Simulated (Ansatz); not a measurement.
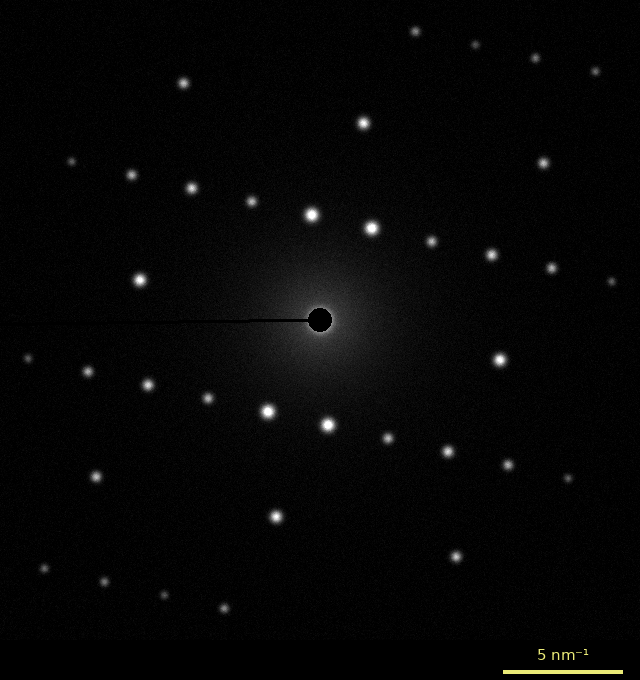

Kinematic zone-axis pattern, calculated for 100 keV electrons with B = 0.3 Å².

Phase: Ti, space group P6/mmm (No. 191), a = 4.454 Å, c = 2.770 Å (hexagonal axes). Structure: the input geometry of an electronic-structure calculation (not necessarily at equilibrium); the starting structure was generated, so it need not be a known form of this composition.

### Measure the pattern against the scale bar and name the zone.

The spots form a centred rectangular net whose two shortest vectors correspond to d = 3.86 Å and 2.25 Å, 73.0° apart. They index as 0 1 0 (itself too weak to see) and 1 0 -1, so the zone axis is ±[101] (or an equivalent direction of <101>).

### Which reflections of this zone are missing, and why?

Reflections such as 0 1 0, 0 2 0, 2 -2 -2 are allowed but too weak to see at this display level.
